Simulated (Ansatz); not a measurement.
BAs: single-point calculation

BAs (F-43m, 2 atoms in the cell), computed with DFT r2SCAN+D3(BJ), scalar-relativistic, plane waves, PAW, no spin polarisation (Ansatz 0.2.0).

It belongs to a series of runs on one base structure; here: volume × 0.950 of the coarse rest volume. Figures and captions count atoms from 1; the log counts them from 0 in places.

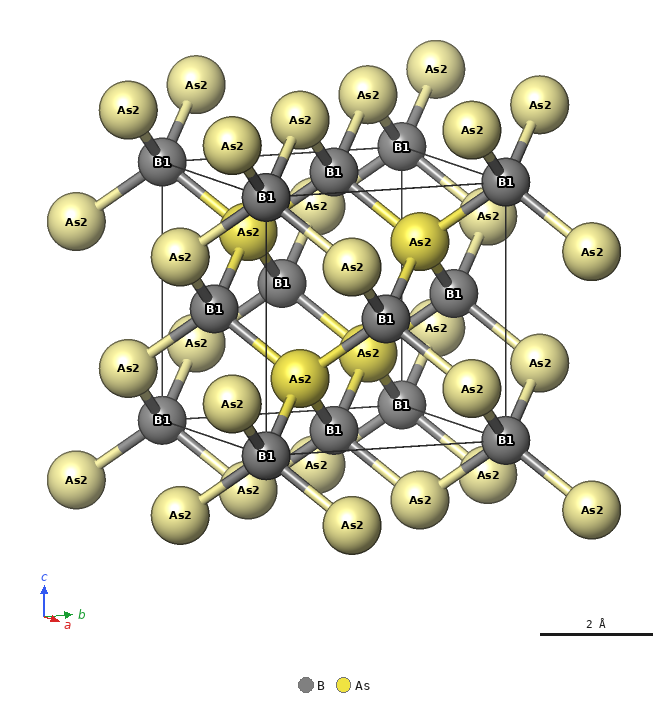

**Figure 1.** The structure (ball-and-stick view of the cell 4 times as large as that of the calculation, set on its symmetry axes, seen slightly off an axis; neighbours outside the cell are drawn fainter; atoms are numbered from 1 in the order of the input). Near neighbours in the crystal (not all of them lie inside the picture): B has 4 As at 2.03 Å; As has 4 B at 2.03 Å.

## Input file
```yaml
crystal:
  lattice:
    - [0.0, 2.3416, 2.3416]
    - [2.3416, 0.0, 2.3416]
    - [2.3416, 2.3416, 0.0]
  atoms:
    - { symbol: B, position: [0.0, 0.0, 0.0] }
    - { symbol: As, position: [0.25, 0.25, 0.25] }
basis:
  ecutwfc: 500
kpoints:
  mp_grid: { grid: [10, 10, 10] }
hamiltonian:
  xc: r2scan
  dispersion: d3bj
scf:
  occupations: { method: gaussian, width: 0.02 }
output:
  forces: true
  stress: true
  eigenvalues: true
```

Hardware: 1 thread of Intel Xeon @ 2.50GHz (Skylake/Cascade Lake), 189 GiB of memory available, shared host.

Run as:
```bash
ansatz run input.yaml --threads 1 --pin off --max-ram 2560MiB --backend cpu --events-out ev --progress --plain --runs-dir out
```

## Output
```
Warning: the engine holds no damping parameters fitted to this dispersion correction and functional, so the run takes those fitted to r2scan beside the three-body term, which d3bj leaves out (hamiltonian.dispersion, under Limitations)
Engine: ansatz 0.2.0, x86_64-unknown-linux-gnu
Pseudopotentials: kind: paw
Pseudopotential: B, paw, valence charge 3, recommended cutoff 500 eV (meta_gga), B.paw.azcp
Pseudopotential: As, paw, valence charge 15, recommended cutoff 500 eV (meta_gga), As.paw.azcp
Functional definition: r2SCAN
  parameter k0 = 0.174
  parameter k1 = 0.065
  parameter a1 = 4.9479
  exchange = r2scan_x(k0 = k0, k1 = k1, a1 = a1)
  correlation = r2scan_c
Crystal: 2 atoms, lattice volume = 25.678 Å³
Basis set: ecut = 500 eV, 645 PW (Γ), exchange–correlation on 100×100×100 points (64 copies of the dense FFT grid, shifted against one another)
Bands: 13, of which v1, the nominal top of the filled ones, is band 9 counted from 1 (8 counted from 0)
Symmetry: 24 space group operations
Space group: F-43m (ITA 216), of the structure as read, at distance tolerance 3.0e-5 Å
k-points: 47 of 1000 (time reversal used)
Non-local potential: B, projectors of the file, l = 0: 2, l = 1: 2, l = 2: 1
Non-local potential: As, projectors of the file, l = 0: 2, l = 1: 2, l = 2: 3, l = 3: 1
PAW form: soft (Blöchl's): semilocal exchange-correlation on the pseudo side does not see the compensation charge
PAW frozen core: B, regenerated for the run's functional (the file was generated under x = pbe(κ = 0.804, μ = 0.2195149727645171), c = pbe(β = 0.06672455060314922))
PAW frozen core: As, regenerated for the run's functional (the file was generated under x = pbe(κ = 0.804, μ = 0.2195149727645171), c = pbe(β = 0.06672455060314922))
PAW one-centre angular grid: B, 302 points (default); XC on 160 Gauss nodes
PAW one-centre angular grid: As, 590 points (default); XC on 160 Gauss nodes
Initial density: superposition of atomic densities (neutral atoms: chi_scale 0, normalization atom), corrected by the library's trained network
Initial wavefunctions: pseudopotential atomic-orbital guess
Functional: x = r2scan, c = r2scan; τ floored in thin density (d = 2e-4 eV/Å³)
SCF iter   1: F=—  HF=-5021.588239 eV  |F-HF|=—  |Δ(HF+E_count)|=         —  Δρ=5.78e-3  dr2=9.25e-3  dr2_τ=1.14e-1  ethr=1.77e-3  ⟨swp⟩=6.1  Hψ=3468  notcnv=0
preconditioner: auto → none  [insulator: Δε(μ)=1.271 eV  Ē_g=13.693 eV  σ=0.020 eV  W_gap=1.00  n_scr=8 (ndim 8)  ℏωp=20.7 eV  f_vac=0.000  D(μ)=0.00/eV (n_scr^D=0)  ε∞_Penn≈3.3]
SCF iter   2: F=—  HF=-5021.617016 eV  |F-HF|=—  |Δ(HF+E_count)|=   2.88e-2  Δρ=2.56e-3  dr2=8.79e-4  dr2_τ=1.02e-4  ethr=5.14e-5  ⟨swp⟩=2.7  Hψ=1650  notcnv=0
SCF iter   3: F=—  HF=-5021.617107 eV  |F-HF|=—  |Δ(HF+E_count)|=   9.12e-5  Δρ=1.40e-3  dr2=2.31e-4  dr2_τ=3.85e-6  ethr=4.88e-6  ⟨swp⟩=3.0  Hψ=1203  notcnv=0
SCF iter   4: F=—  HF=-5021.617177 eV  |F-HF|=—  |Δ(HF+E_count)|=   6.95e-5  Δρ=9.21e-5  dr2=9.69e-7  dr2_τ=1.03e-7  ethr=1.28e-6  ⟨swp⟩=1.0  Hψ=611  notcnv=0
SCF iter   5: F=—  HF=-5021.617178 eV  |F-HF|=—  |Δ(HF+E_count)|=   7.66e-7  Δρ=1.90e-5  dr2=4.08e-8  dr2_τ=2.27e-9  ethr=5.39e-9  ⟨swp⟩=2.0  Hψ=799  notcnv=0
SCF iter   6: F=-5021.617178 eV  HF=-5021.617178 eV  |F-HF|=3.97e-10  |Δ(HF+E_count)|=   1.22e-8  Δρ=5.08e-6  dr2=3.64e-9  dr2_τ=1.14e-10  ethr=2.27e-10  ⟨swp⟩=2.1  Hψ=2191  notcnv=0
SCF 1 converged in 6 iterations: F = -5021.617178 eV  dr2 = 3.64e-9
  greatest PAW one-centre occupation: 0.999 electrons in one spin orbital (limit 2), on the As atom at site 1 (counted from 0), in its partial waves of l = 2
SCF converged after 6 iterations
Free energy (F): -5021.617178 eV
Harris-Foulkes:  -5021.617178 eV  (|F-HF|=3.97e-10)
Internal energy: -5021.617178 eV  (E = F + TS)
E sigma→0 (E₀):  -5021.617178 eV
Fermi energy:    12.675537 eV
--- Per-component energies (eV) ---
  E_band       = -208.016517
  E_kinetic    = 154.372329
  E_local      = -1641.859018  (includes V_loc(G=0)·N_el)
  E_nonlocal   = -657.487405
  E_hartree    = 921.399028
  E_xc         = -106.696934
  E_vxc        = -127.101252  (∫ρ·V_xc dr)
  E_paw        = -1929.202052  (= ΣΔE_a)
  E_vpaw       = 214.962223  (= ΣTr[D̂ρ^β])
  E_aug_tail   = -0.000007  (compensation charges beyond the density's cutoff)
  E_vtau       = 6.297932  (kinetic-family band-sum trace: ∫τ·v_τ [+ j·A + Jᵃ·Aᵃ] dr)
  E_ewald      = -1760.340614
  E_disp       = -0.326655  (pairwise vdW)
  E_core_change = -1.475850  (= ΣΔE_core)
  E_smearing   = -0.000000  (= −TS)
  E_closure    = -0.000000  (closes the sum)
  Σ components = -5021.617178   (vs F -5021.617178, Δ=0.00e0)
--- Forces (eV/Å), atoms counted from 1 ---
  atom   1  B      0.00000000    -0.00000000    -0.00000000
  atom   2  As     0.00000000    -0.00000000     0.00000000
  max |Σ_I F_I| component: 4.22e-16 eV/Å
--- Stress (GPa, compression-positive) ---
        8.171912       0.000000      -0.000000
       -0.000000       8.171912       0.000000
        0.000000       0.000000       8.171912
  P = ⅓ Tr σ = 8.1719 GPa (81.719 kbar)
--- Band table (eV; the first three rows and the last of 47) ---
  k-point 0: bands = ["-24.6922", "-24.6922", "-24.6922", "-24.6572", "-24.6572", "-4.7231", "12.0222", "12.0222", "12.0222", "15.5348", "15.5348", "15.5348", "17.9443"]
  k-point 1: bands = ["-24.6918", "-24.6911", "-24.6911", "-24.6571", "-24.6571", "-4.5409", "10.5055", "11.6770", "11.6770", "15.8824", "15.9884", "15.9884", "18.7133"]
  k-point 2: bands = ["-24.6906", "-24.6885", "-24.6885", "-24.6568", "-24.6568", "-4.0024", "7.9176", "11.0281", "11.0281", "15.8175", "16.7911", "16.7911", "20.3045"]
  k-point 46: bands = ["-24.6901", "-24.6792", "-24.6698", "-24.6619", "-24.6523", "0.2465", "3.0576", "6.0420", "6.3132", "16.9484", "17.4619", "20.6807", "20.8103"]
```

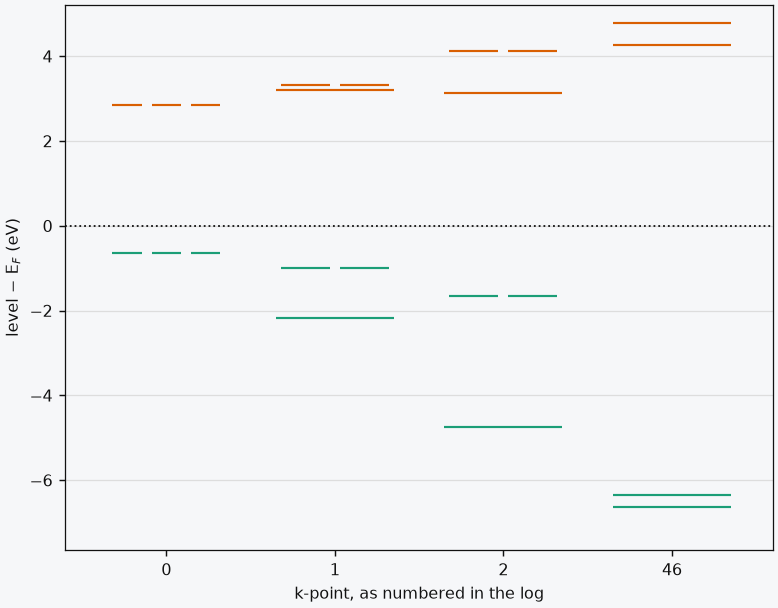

**Figure 2.** Kohn–Sham levels near the Fermi level (dotted) at the few k-points that the log prints; levels within 0.02 eV of each other stand side by side. Among these points the highest filled and lowest empty levels are 3.51 eV apart; the gap on the full mesh, 1.31 eV, has an edge at a point that isn't printed.

## Results in brief

| quantity | value |
| --- | --- |
| outcome | converged |
| space group (tolerance 0.01 Å) | F-43m (216) |
| electrons treated | 18 |
| free energy | −5021.6172 eV |
| Fermi energy | 12.676 eV |
| gap on the k-point mesh | 1.31 eV |
| pressure | 8.17 GPa |
| largest force (length of the vector) | under 0.001 eV/Å |
| wall time | 9.6 s |
| peak memory | 0.39 GiB |

## Remarks

Notes on the run: the dispersion correction has no parameters fitted for this combination and takes those fitted for r2SCAN with other terms. The cell is under a pressure of 8.2 GPa at this level, so it is not at its equilibrium volume.
